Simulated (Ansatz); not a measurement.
# Zn25O24 (cell with a defect): what the fields show

Input

```
crystal:
  lattice:
    - [-6.5589720433, 0.0, -5.2932739845]
    - [3.2794860216, 5.6802364122, -5.2932739845]
    - [3.2794860216, -5.6802364122, -5.2932739845]
  atoms:
    - { symbol: Zn, position: [0.6666771369, 0.3333438036, 0.5000104703] }
    - { symbol: Zn, position: [0.3333438036, 1.04703e-05, 0.1666771369] }
    - { symbol: Zn, position: [0.5000104703, 0.1666771369, 0.8333438036] }
    - { symbol: Zn, position: [1.04703e-05, 0.1666771369, 0.3333438036] }
    - { symbol: Zn, position: [0.5000104703, 0.6666771369, 0.3333438036] }
    - { symbol: Zn, position: [0.1666771369, 0.3333438036, 1.04703e-05] }
    - { symbol: Zn, position: [0.8235684442, 0.003737148, 0.6623833009] }
    - { symbol: Zn, position: [0.661778277, 0.8287085705, 0.0046199819] }
    - { symbol: Zn, position: [0.3333438036, 0.5000104703, 0.6666771369] }
    - { symbol: Zn, position: [0.1666771369, 0.8333438036, 0.5000104703] }
    - { symbol: Zn, position: [0.8333438036, 0.5000104703, 0.1666771369] }
    - { symbol: Zn, position: [-0.0078709217, 0.6703759453, 0.8415677628] }
    - { symbol: Zn, position: [0.3333438036, 0.1666771369, 0.5000104703] }
    - { symbol: Zn, position: [0.0022365802, 0.8267412593, 0.1652163897] }
    - { symbol: Zn, position: [0.1619739365, 0.0016925031, 0.839331839] }
    - { symbol: Zn, position: [0.6666771369, 1.04703e-05, 0.3333438036] }
    - { symbol: Zn, position: [0.1666771369, 0.5000104703, 0.3333438036] }
    - { symbol: Zn, position: [0.8335833444, 0.1612902791, 0.0048532227] }
    - { symbol: Zn, position: [0.5000104703, 0.8333438036, 0.6666771369] }
    - { symbol: Zn, position: [0.3333438036, 0.6666771369, 1.04703e-05] }
    - { symbol: Zn, position: [1.04703e-05, 0.3333438036, 0.6666771369] }
    - { symbol: Zn, position: [0.8333438036, 0.6666771369, 0.5000104703] }
    - { symbol: Zn, position: [0.5000104703, 0.3333438036, 0.1666771369] }
    - { symbol: Zn, position: [0.6666771369, 0.5000104703, 0.8333438036] }
    - { symbol: O, position: [0.5403195297, 0.3736528631, 0.7069861964] }
    - { symbol: O, position: [0.2069861964, 0.0403195297, 0.3736528631] }
    - { symbol: O, position: [0.3736528631, 0.2069861964, 0.0403195297] }
    - { symbol: O, position: [0.8736528631, 0.2069861964, 0.5403195297] }
    - { symbol: O, position: [0.3736528631, 0.7069861964, 0.5403195297] }
    - { symbol: O, position: [0.0403195297, 0.3736528631, 0.2069861964] }
    - { symbol: O, position: [0.7153645915, 0.0373545264, 0.8782847552] }
    - { symbol: O, position: [0.5403195297, 0.8736528631, 0.2069861964] }
    - { symbol: O, position: [0.2069861964, 0.5403195297, 0.8736528631] }
    - { symbol: O, position: [0.0459441353, 0.8736327909, 0.7109164663] }
    - { symbol: O, position: [0.7069861964, 0.5403195297, 0.3736528631] }
    - { symbol: O, position: [0.8722682405, 0.7068700527, 0.0509627324] }
    - { symbol: O, position: [0.5403195297, 0.2069861964, 0.3736528631] }
    - { symbol: O, position: [0.2069861964, 0.8736528631, 0.0403195297] }
    - { symbol: O, position: [0.3736528631, 0.0403195297, 0.7069861964] }
    - { symbol: O, position: [0.8736528631, 0.0403195297, 0.2069861964] }
    - { symbol: O, position: [0.3736528631, 0.5403195297, 0.2069861964] }
    - { symbol: O, position: [0.0403195297, 0.2069861964, 0.8736528631] }
    - { symbol: O, position: [0.7069861964, 0.8736528631, 0.5403195297] }
    - { symbol: O, position: [0.5403195297, 0.7069861964, 0.8736528631] }
    - { symbol: O, position: [0.2069861964, 0.3736528631, 0.5403195297] }
    - { symbol: O, position: [0.0403195297, 0.7069861964, 0.3736528631] }
    - { symbol: O, position: [0.7069861964, 0.3736528631, 0.0403195297] }
    - { symbol: O, position: [0.8736528631, 0.5403195297, 0.7069861964] }
    - { symbol: Zn, position: [0.9242919028, 0.9240210118, 0.9314647572] }
  host:
    lattice:
      - [3.2794860216, 0.0, 0.0]
      - [-1.6397430108, 2.8401182061, 0.0]
      - [0.0, 0.0, 5.2932739845]
    atoms:
      - { symbol: Zn, position: [0.3333333333, 0.6666666667, 0.4999685892] }
      - { symbol: Zn, position: [0.6666666667, 0.3333333333, -3.14108e-05] }
      - { symbol: O, position: [0.6666666667, 0.3333333333, 0.3790414108] }
      - { symbol: O, position: [0.3333333333, 0.6666666667, 0.8790414108] }
basis:
  ecutwfc: 420
  xc_grid: 2
kpoints:
  mp_grid: { grid: [2, 2, 2], shift: [0.5, 0.5, 0.5] }
hamiltonian:
  xc: pbe
scf:
  occupations: { method: gaussian, width: 0.01 }
output:
  forces: true
  stress: false
  eigenvalues: true
  charged_corrections:
    defect_position: [0.93055556, 0.93055556, 0.93055556]
    epsilon: [[10.5581, 0.0, 0.0], [0.0, 10.5581, 0.0], [0.0, 0.0, 11.5842]]
  write_density: true
  write_potential: true
  elf: true
  volumetric_format: npy
relax:
  adjacent_minimum: "off"
  f_tol: 0.025
  max_steps: 60
```

Launched as:

```sh
ansatz run input.yaml --threads 8 --pin off --max-ram 22528MiB --backend cpu --events-out ev --progress --plain --runs-dir out
```

The fields are those of the relaxed geometry.

Level of theory: Ansatz 0.2.0, DFT PBE, scalar-relativistic, plane waves, PAW.

In a PAW calculation such maps are meaningful between the atoms, not at the nuclei.

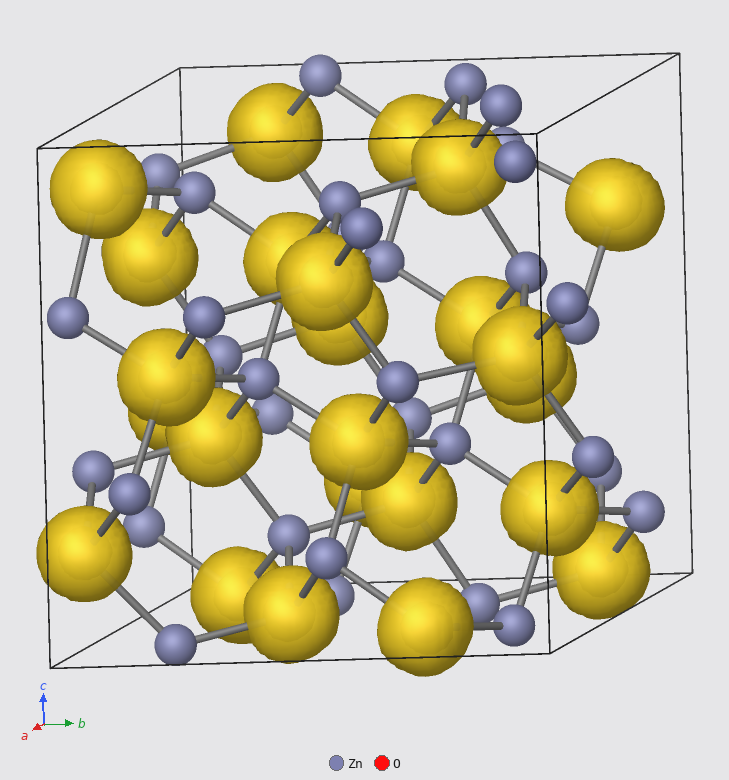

Figure 1. Isosurface of the ELF at 0.75 (yellow), seen slightly off an axis. Core shells and regions of very low density are left out. Sticks mark near contacts.

Q: Describe the localisation domains.

A: The surface consists of 24 regions wrapped around O (the valence shell of each), counted in one cell of 49 atoms. Regions shared between cells count once. Along the contacts the grid gives the following. Zn–O (1.89 Å): the ELF peaks at about 0.80 in the valence shell of O, 0.6 Å from its nucleus, and is about 0.30 at the midpoint. Zn–O (1.95 Å): the ELF peaks at about 0.80 in the valence shell of O, 0.6 Å from its nucleus, and is about 0.25 at the midpoint (no localised pair shows between them).

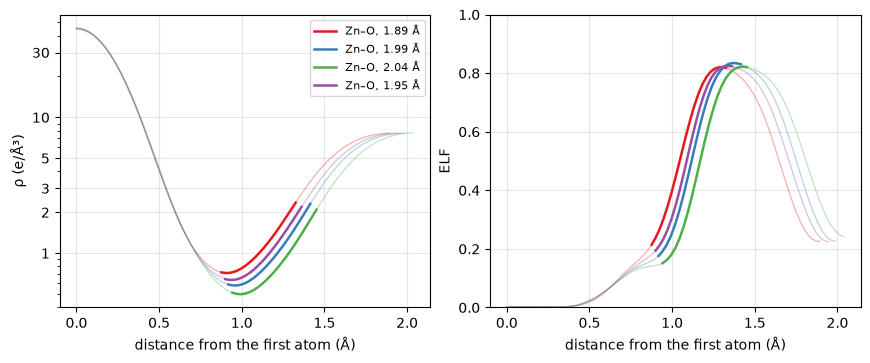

Figure 2. Valence electron density and electron localisation function along straight lines between neighbouring atoms. Thin, pale parts lie inside the atomic spheres.

Q: Compare the contacts.

A: Zn–O (1.89 Å): ρ is about 0.72 e/Å³ halfway; the ELF peaks at about 0.80 in the valence shell of O, 0.6 Å from its nucleus, and is about 0.30 at the midpoint.
Zn–O (1.99 Å): the density is about 0.58 e/Å³ at the midpoint; the ELF peaks at about 0.85 in the valence shell of O, 0.6 Å from its nucleus, and is about 0.25 at the midpoint; no localised pair shows between them.
Zn–O (2.04 Å): ρ at the midpoint is about 0.5 e/Å³; the ELF peaks at about 0.80 in the valence shell of O, 0.6 Å from its nucleus, and is about 0.20 at the midpoint: no shared electron pair shows on this line.
Zn–O (1.95 Å): ρ at the midpoint is about 0.64 e/Å³; the ELF peaks at about 0.80 in the valence shell of O, 0.6 Å from its nucleus, and is about 0.25 at the midpoint; no localised pair shows between them.

Q: Metal or insulator at this level of theory?

A: It is gapped, with a Kohn–Sham gap of 1.3 eV on the k-point mesh (the band edges may lie off the mesh, which would make the gap smaller).
